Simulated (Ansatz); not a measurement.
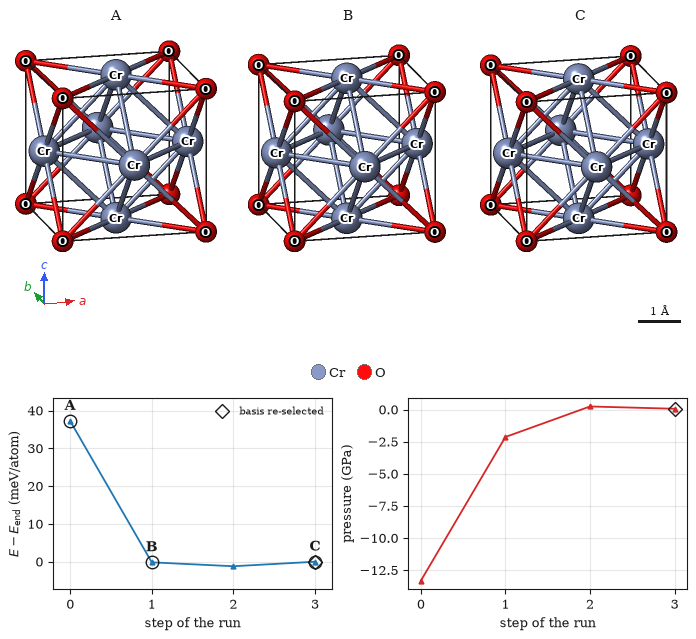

Frames of a relaxation of a crystal of Cr3O (built on the Cu3Au (L1_2)_221 type) (coarse preliminary run), marked on the history of the run. Style: ball-and-stick. Shown: the cell of the calculation, slightly off an axis.

Case: Cu3Au (L1_2) type (Pm-3m, No. 221).

The calculation used DFT PBE, scalar-relativistic, plane waves, PAW (Ansatz). (plane-wave cutoff 420 eV; k-point mesh 6 × 6 × 6; occupations gaussian; smearing width 0.1 eV; no spin polarisation; cell and atoms relaxed; force threshold 0.04 eV/Å; at most 70 steps)

### Describe the path.

No atom moves by more than 0.005 Å relative to the cell. The volume changes by −7.3 %, with a = b = c 3.594 → 3.505 Å (−2.5 %). Some distances before and after: Cr–O 2.541 → 2.478 Å, Cr–Cr 2.541 → 2.478 Å. The space group stays Pm-3m (No. 221). After 2 accepted moves (3 points after the start) the energy has fallen by 37.3 meV per atom. All forces vanish by symmetry, so only the cell relaxes. Pressure: −13.32 GPa at the start and 0.07 GPa at the end. The SCF was repeated once at an unchanged geometry on a basis and grid sized afresh for the cell, which shifted the energy by 1.2 meV per atom at most. The run took 7.7 s on 1 thread of Arm Neoverse V1, on a shared host, peak memory 0.32 GiB. From step 0 to 1: volume −6.2 %, energy −37.4 meV per atom. From step 1 to 3: volume −1.2 %, energy +0.2 meV per atom.
